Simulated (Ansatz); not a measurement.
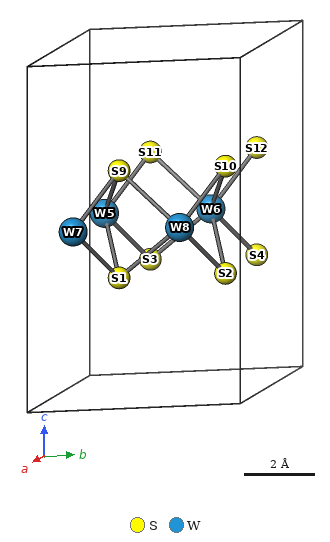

Fig. 1: The structure as given in the input (ball-and-stick view of the cell of the calculation, with the vacuum cut short, seen slightly off an axis; atoms are numbered from 1 in the order of the input). An atom can appear more than once, as a periodic image. Near neighbours in the periodic cell (some may lie outside the picture): S has 3 W at 2.41 Å; W has 6 S at 2.41 Å.

# Run report: WS2, geometry relaxation (part 1 of 2)

- system: WS2 (slab, 12 atoms in the cell)
- method: DFT PBE+D3(BJ), scalar-relativistic, plane waves, PAW, no spin polarisation (Ansatz 0.2.0)

The structure derives from an entry of the Crystallography Open Database. The input holds or restrains some coordinates. Forces given for the steps count only the free coordinates. It belongs to a series of runs on one base structure; here: clean slab, lower planes held. Figures and captions count atoms from 1; the log counts them from 0 in places.

**The input**
```yaml
crystal:
  lattice:
    - [6.3144062686, 0.0, 0.0]
    - [-3.1572031343, 5.4684362384, 0.0]
    - [0.0, 0.0, 19.1452666289]
  atoms:
    - { symbol: S, position: [0.6666666667, 0.3333333333, 0.4178578525] }
    - { symbol: S, position: [0.6666666667, 0.8333333333, 0.4178578525] }
    - { symbol: S, position: [0.1666666667, 0.3333333333, 0.4178578525] }
    - { symbol: S, position: [0.1666666667, 0.8333333333, 0.4178578525] }
    - { symbol: W, position: [0.3333333333, 0.1666666667, 0.5000316756] }
    - { symbol: W, position: [0.3333333333, 0.6666666667, 0.5000316756] }
    - { symbol: W, position: [0.8333333333, 0.1666666667, 0.5000316756] }
    - { symbol: W, position: [0.8333333333, 0.6666666667, 0.5000316756] }
    - { symbol: S, position: [0.6666666667, 0.3333333333, 0.5821421475] }
    - { symbol: S, position: [0.6666666667, 0.8333333333, 0.5821421475] }
    - { symbol: S, position: [0.1666666667, 0.3333333333, 0.5821421475] }
    - { symbol: S, position: [0.1666666667, 0.8333333333, 0.5821421475] }
basis:
  ecutwfc: 420
kpoints:
  mp_grid: { grid: [3, 3, 1] }
hamiltonian:
  xc: pbe
  dispersion: d3bj
scf:
  occupations: { method: gaussian, width: 0.05 }
output:
  forces: true
  eigenvalues: true
  write_density: true
  write_potential: true
  elf: true
  volumetric_format: npy
relax:
  adjacent_minimum: "off"
  f_tol: 0.03
  max_steps: 70
  constraints: [{ sites: [0, 1, 2, 3] }]
efield:
  axis: 3
  dipole_correction: true
  ramp_width: 0.04
```

Machine: 4 threads of Intel Xeon (Sapphire Rapids), 64 GiB of memory available, shared host.

Command:
```bash
ansatz run input.yaml --threads 4 --pin off --max-ram 10240MiB --backend cpu --events-out ev --progress --plain --runs-dir out
```

**Output**
```
Engine: ansatz 0.2.0, x86_64-unknown-linux-gnu
Pseudopotentials: kind: paw
Pseudopotential: S, paw, valence charge 6, recommended cutoff 420 eV (normal), S.paw.azcp
Pseudopotential: W, paw, valence charge 14, recommended cutoff 420 eV (normal), W.paw.azcp
Functional definition: PBE
  parameter kappa = 0.804
  parameter beta = 0.06672455060314922
  exchange = pbe_x(kappa = kappa, mu = beta*pi^2/3)
  correlation = pbe_c(beta = beta)
Crystal: 12 atoms, lattice volume = 661.085 Å³
Basis set: ecut = 420 eV, 12963 PW (Γ), exchange–correlation on 90×90×256 points (8 copies of the dense FFT grid, shifted against one another)
Bands: 64, of which v1, the nominal top of the filled ones, is band 52 counted from 1 (51 counted from 0)
Symmetry: 24 space group operations
Space group: P3m1 (ITA 156), of the structure as read, at distance tolerance 8.7e-5 Å
k-points: 3 of 9 (time reversal used)
Non-local potential: S, projectors of the file, l = 0: 2, l = 1: 2, l = 2: 2
Non-local potential: W, projectors of the file, l = 0: 3, l = 1: 2, l = 2: 2, l = 3: 1
PAW form: soft (Blöchl's): semilocal exchange-correlation on the pseudo side does not see the compensation charge
PAW one-centre angular grid: S, 110 points (default); XC on 64 Gauss nodes
PAW one-centre angular grid: W, 590 points (default); XC on 64 Gauss nodes
Initial density: superposition of atomic densities (neutral atoms: chi_scale 0, normalization atom), corrected by the library's trained network
Initial wavefunctions: pseudopotential atomic-orbital guess
Functional: x = pbe(κ = 0.804, μ = 0.2195149727645171), c = pbe(β = 0.06672455060314922)
SCF iter   1: F=—  HF=-48769.410279 eV  |F-HF|=—  |Δ(HF+E_count)|=         —  Δρ=3.38e-3  dr2=1.01e-1  ethr=1.77e-3  p=0.000 e·Å  D=7.17e-5 V/Å  ΔV_dip=-0.00 eV  dr2_dipole=1.08e-6  V_vac-E_F(+/−)=5.05/5.05 eV  ⟨swp⟩=8.7  Hψ=921  notcnv=0
efield: sawtooth ramp at fractional position 0.9800 (placed from the atoms, in the widest stretch of the axis that holds none; the zero of the levels goes with the place), width 0.0400; the density the first Hamiltonian is built on has a dipole p = 0.000 e·Å; the dipole correction subtracts the counter field D = 7.17e-5 V/Å, which shifts the + side's vacuum level by -0.00 eV against the − side's; the planar-averaged density in the ramp window peaks in size at 4.2e-5 e/Å³
preconditioner: auto → Resta (q_TF=auto, 2.005 Å⁻¹)  ε∞=3.1  [insulator: Δε(μ)=1.921 eV  Ē_g=8.360 eV  σ=0.050 eV  W_gap=1.00  n_scr=84 (ndim 8)  ℏωp=12.3 eV  f_vac=0.649  D(μ)=0.00/eV (n_scr^D=0)  ε∞_Penn≈3.1  vacuum switching on, ρ_ref=5.1e-3 e/Å³]
SCF iter   2: F=—  HF=-48769.420060 eV  |F-HF|=—  |Δ(HF+E_count)|=   9.78e-3  Δρ=1.96e-3  dr2=2.97e-2  ethr=9.71e-5  p=-0.000 e·Å  D=-6.88e-5 V/Å  ΔV_dip=0.00 eV  dr2_dipole=1.31e-6  V_vac-E_F(+/−)=4.82/4.82 eV  ⟨swp⟩=3.7  Hψ=389  notcnv=0  defer=15
SCF iter   3: F=—  HF=-48769.422429 eV  |F-HF|=—  |Δ(HF+E_count)|=   2.37e-3  Δρ=1.12e-3  dr2=4.08e-3  ethr=2.86e-5  p=0.000 e·Å  D=2.18e-5 V/Å  ΔV_dip=-0.00 eV  dr2_dipole=2.75e-7  V_vac-E_F(+/−)=4.84/4.84 eV  ⟨swp⟩=2.0  Hψ=258  notcnv=0  defer=15
SCF iter   4: F=—  HF=-48769.428138 eV  |F-HF|=—  |Δ(HF+E_count)|=   5.71e-3  Δρ=1.91e-4  dr2=1.89e-4  ethr=3.92e-6  p=-0.000 e·Å  D=-1.34e-4 V/Å  ΔV_dip=0.00 eV  dr2_dipole=3.14e-6  V_vac-E_F(+/−)=4.76/4.75 eV  ⟨swp⟩=2.0  Hψ=287  notcnv=0  defer=15
SCF iter   5: F=—  HF=-48769.428313 eV  |F-HF|=—  |Δ(HF+E_count)|=   1.74e-4  Δρ=6.83e-5  dr2=2.47e-4  ethr=1.82e-7  p=0.002 e·Å  D=4.48e-4 V/Å  ΔV_dip=-0.01 eV  dr2_dipole=6.39e-5  V_vac-E_F(+/−)=4.73/4.74 eV  ⟨swp⟩=3.0  Hψ=325  notcnv=0  defer=15
SCF iter   6: F=-48769.428278 eV  HF=-48769.428284 eV  |F-HF|=6.20e-6  |Δ(HF+E_count)|=   2.83e-5  Δρ=1.82e-5  dr2=6.32e-6  ethr=2.16e-8  p=-0.000 e·Å  D=-9.38e-5 V/Å  ΔV_dip=0.00 eV  dr2_dipole=1.04e-6  V_vac-E_F(+/−)=4.73/4.73 eV  ⟨swp⟩=21.7  Hψ=2246  notcnv=0
SCF 1 converged in 6 iterations: F = -48769.428278 eV  dr2 = 6.32e-6
  greatest PAW one-centre occupation: 1.000 electrons in one spin orbital (limit 2), on the W atom at site 7 (counted from 0), in its partial waves of l = 0
relax step   1: F+E_penalty+E_count = -48769.42827807 eV  Δ(F+E_penalty+E_count) = +0.000e0 eV  max|allowed force component| = 9.842e-2 eV/Å  Δτ_max = 0.0000 Å  (6 SCF iters, dr2 threshold 2.25e-5 eV, accepted)
Initial density: handed on by an earlier stage of this run
Initial wavefunctions: those handed on with the density
iter 1 solved again at ethr=1.73e-6 eV; its pass at ethr=3.10e-3 eV (dr2=1.80e-3 eV) is discarded
SCF iter   1: F=—  HF=-48769.429911 eV  |F-HF|=—  |Δ(HF+E_count)|=         —  Δρ=5.27e-4  dr2=1.83e-3  ethr=1.73e-6  p=-0.000 e·Å  D=-9.38e-5 V/Å  ΔV_dip=0.00 eV  dr2_dipole=3.77e-5  V_vac-E_F(+/−)=4.71/4.71 eV  ⟨swp⟩=3.7  Hψ=638  notcnv=0  defer=15
efield: sawtooth ramp at fractional position 0.9800 (handed on by an earlier solve), width 0.0400; the density the first Hamiltonian is built on has a dipole p = -0.000 e·Å; the dipole correction subtracts the counter field D = -9.38e-5 V/Å, which shifts the + side's vacuum level by +0.00 eV against the − side's; the planar-averaged density in the ramp window peaks in size at 2.1e-6 e/Å³
preconditioner: auto → Resta (q_TF=auto, 2.005 Å⁻¹)  ε∞=3.1  [insulator: Δε(μ)=1.938 eV  Ē_g=8.372 eV  σ=0.050 eV  W_gap=1.00  n_scr=84 (ndim 8)  ℏωp=12.3 eV  f_vac=0.648  D(μ)=0.00/eV (n_scr^D=0)  ε∞_Penn≈3.1  vacuum switching on, ρ_ref=5.1e-3 e/Å³]
SCF iter   2: F=—  HF=-48769.429693 eV  |F-HF|=—  |Δ(HF+E_count)|=   2.17e-4  Δρ=2.52e-4  dr2=6.26e-4  ethr=1.73e-6  p=-0.003 e·Å  D=-7.91e-4 V/Å  ΔV_dip=0.02 eV  dr2_dipole=5.96e-5  V_vac-E_F(+/−)=4.73/4.71 eV  ⟨swp⟩=2.0  Hψ=253  notcnv=0  defer=15
SCF iter   3: F=—  HF=-48769.429595 eV  |F-HF|=—  |Δ(HF+E_count)|=   9.79e-5  Δρ=1.68e-4  dr2=2.07e-4  ethr=6.02e-7  p=0.000 e·Å  D=2.66e-5 V/Å  ΔV_dip=-0.00 eV  dr2_dipole=1.81e-5  V_vac-E_F(+/−)=4.71/4.71 eV  ⟨swp⟩=2.0  Hψ=253  notcnv=0  defer=15
SCF iter   4: F=—  HF=-48769.429594 eV  |F-HF|=—  |Δ(HF+E_count)|=   9.48e-7  Δρ=6.28e-5  dr2=6.97e-5  ethr=1.99e-7  p=-0.001 e·Å  D=-3.02e-4 V/Å  ΔV_dip=0.01 eV  dr2_dipole=9.63e-6  V_vac-E_F(+/−)=4.71/4.71 eV  ⟨swp⟩=2.0  Hψ=252  notcnv=0  defer=15
SCF iter   5: F=—  HF=-48769.429453 eV  |F-HF|=—  |Δ(HF+E_count)|=   1.42e-4  Δρ=1.80e-5  dr2=1.97e-6  ethr=6.70e-8  p=-0.000 e·Å  D=-9.44e-5 V/Å  ΔV_dip=0.00 eV  dr2_dipole=8.33e-8  V_vac-E_F(+/−)=4.71/4.71 eV  ⟨swp⟩=2.0  Hψ=250  notcnv=0  defer=15
SCF iter   6: F=—  HF=-48769.429452 eV  |F-HF|=—  |Δ(HF+E_count)|=   5.19e-8  Δρ=3.20e-6  dr2=1.94e-7  ethr=1.89e-9  p=-0.000 e·Å  D=-2.86e-5 V/Å  ΔV_dip=0.00 eV  dr2_dipole=5.28e-8  V_vac-E_F(+/−)=4.71/4.71 eV  ⟨swp⟩=2.3  Hψ=333  notcnv=0  defer=15
SCF iter   7: F=-48769.429452 eV  HF=-48769.429452 eV  |F-HF|=4.58e-10  |Δ(HF+E_count)|=   2.78e-9  Δρ=9.37e-7  dr2=6.82e-9  ethr=9.62e-11  p=0.000 e·Å  D=4.20e-6 V/Å  ΔV_dip=-0.00 eV  dr2_dipole=4.24e-10  V_vac-E_F(+/−)=4.71/4.71 eV  ⟨swp⟩=19.7  Hψ=1781  notcnv=0
SCF 2 converged in 7 iterations: F = -48769.429452 eV  dr2 = 6.82e-9
relax step   2: F+E_penalty+E_count = -48769.42945248 eV  Δ(F+E_penalty+E_count) = -1.174e-3 eV  max|allowed force component| = 4.806e-2 eV/Å  Δτ_max = 0.0133 Å  (7 SCF iters, accepted)
SCF iter   1: F=—  HF=-48769.430055 eV  |F-HF|=—  |Δ(HF+E_count)|=         —  Δρ=1.80e-4  dr2=2.18e-4  ethr=2.04e-6  p=0.000 e·Å  D=4.19e-6 V/Å  ΔV_dip=-0.00 eV  dr2_dipole=6.66e-6  V_vac-E_F(+/−)=4.72/4.72 eV  ⟨swp⟩=2.0  Hψ=361  notcnv=0  defer=9
efield: sawtooth ramp at fractional position 0.9800 (handed on by an earlier solve), width 0.0400; the density the first Hamiltonian is built on has a dipole p = 0.000 e·Å; the dipole correction subtracts the counter field D = 4.19e-6 V/Å, which shifts the + side's vacuum level by -0.00 eV against the − side's; the planar-averaged density in the ramp window peaks in size at 2.1e-6 e/Å³
preconditioner: auto → Resta (q_TF=auto, 2.005 Å⁻¹)  ε∞=3.1  [insulator: Δε(μ)=1.928 eV  Ē_g=8.376 eV  σ=0.050 eV  W_gap=1.00  n_scr=84 (ndim 8)  ℏωp=12.3 eV  f_vac=0.648  D(μ)=0.00/eV (n_scr^D=0)  ε∞_Penn≈3.1  vacuum switching on, ρ_ref=5.1e-3 e/Å³]
SCF iter   2: F=—  HF=-48769.430005 eV  |F-HF|=—  |Δ(HF+E_count)|=   5.08e-5  Δρ=8.45e-5  dr2=7.10e-5  ethr=2.10e-7  p=0.001 e·Å  D=3.05e-4 V/Å  ΔV_dip=-0.01 eV  dr2_dipole=8.22e-6  V_vac-E_F(+/−)=4.71/4.71 eV  ⟨swp⟩=2.3  Hψ=320  notcnv=0  defer=9
SCF iter   3: F=—  HF=-48769.429859 eV  |F-HF|=—  |Δ(HF+E_count)|=   1.46e-4  Δρ=5.62e-5  dr2=2.14e-5  ethr=6.83e-8  p=0.000 e·Å  D=1.50e-6 V/Å  ΔV_dip=-0.00 eV  dr2_dipole=1.93e-6  V_vac-E_F(+/−)=4.71/4.71 eV  ⟨swp⟩=2.0  Hψ=253  notcnv=0  defer=9
SCF iter   4: F=—  HF=-48769.429858 eV  |F-HF|=—  |Δ(HF+E_count)|=   1.08e-6  Δρ=2.45e-5  dr2=8.77e-6  ethr=2.06e-8  p=0.000 e·Å  D=1.01e-4 V/Å  ΔV_dip=-0.00 eV  dr2_dipole=8.43e-7  V_vac-E_F(+/−)=4.71/4.72 eV  ⟨swp⟩=2.0  Hψ=252  notcnv=0  defer=9
SCF iter   5: F=—  HF=-48769.429857 eV  |F-HF|=—  |Δ(HF+E_count)|=   1.11e-6  Δρ=6.87e-6  dr2=2.98e-7  ethr=8.43e-9  p=0.000 e·Å  D=3.61e-5 V/Å  ΔV_dip=-0.00 eV  dr2_dipole=1.69e-8  V_vac-E_F(+/−)=4.71/4.72 eV  ⟨swp⟩=2.0  Hψ=250  notcnv=0  defer=9
SCF iter   6: F=-48769.429857 eV  HF=-48769.429857 eV  |F-HF|=1.08e-8  |Δ(HF+E_count)|=   4.48e-8  Δρ=1.26e-6  dr2=1.83e-8  ethr=9.62e-11  p=0.000 e·Å  D=1.37e-5 V/Å  ΔV_dip=-0.00 eV  dr2_dipole=2.40e-9  V_vac-E_F(+/−)=4.71/4.72 eV  ⟨swp⟩=17.7  Hψ=1799  notcnv=0
SCF 3 converged in 6 iterations: F = -48769.429857 eV  dr2 = 1.83e-8
relax step   3: F+E_penalty+E_count = -48769.42985673 eV  Δ(F+E_penalty+E_count) = -4.042e-4 eV  max|allowed force component| = 2.621e-4 eV/Å  Δτ_max = 0.0045 Å  (6 SCF iters, accepted)
```

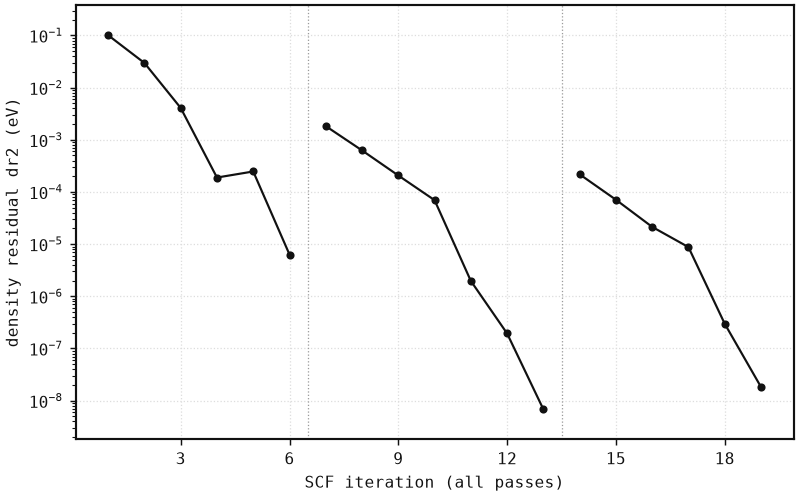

Fig. 2: Convergence of the self-consistent field: density residual dr2 against the SCF iteration. The dotted lines part the SCF passes of the relaxation: geometry steps, rejected trials and re-solves on a re-selected basis. The passes take 6, 7 and 6 iterations.

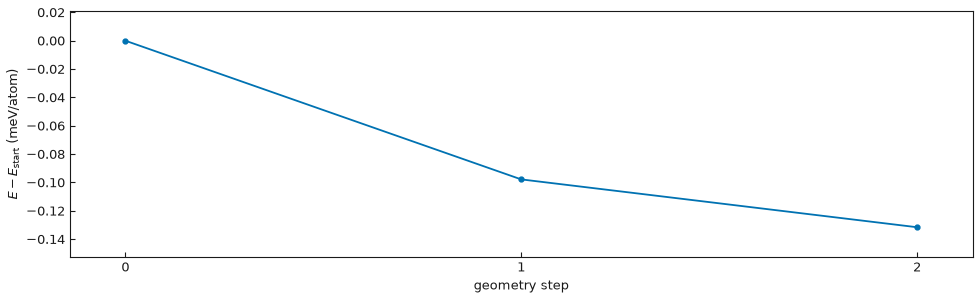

Fig. 3: Progress of the restrained relaxation, step by step (the first geometry is step 0 here and step 1 in the log). The largest moves, 0.009 Å, are those of S9, S10, S11 and S12. By element the largest moves are S 0.009 Å, W 0.004 Å. The cell stays as it was. Over 2 geometry steps the energy falls by 0.1 meV per atom. Largest force component: 0.098 eV/Å at the start, 0.00026 eV/Å at the end. (Atoms are counted from 1 in the order of the input.)
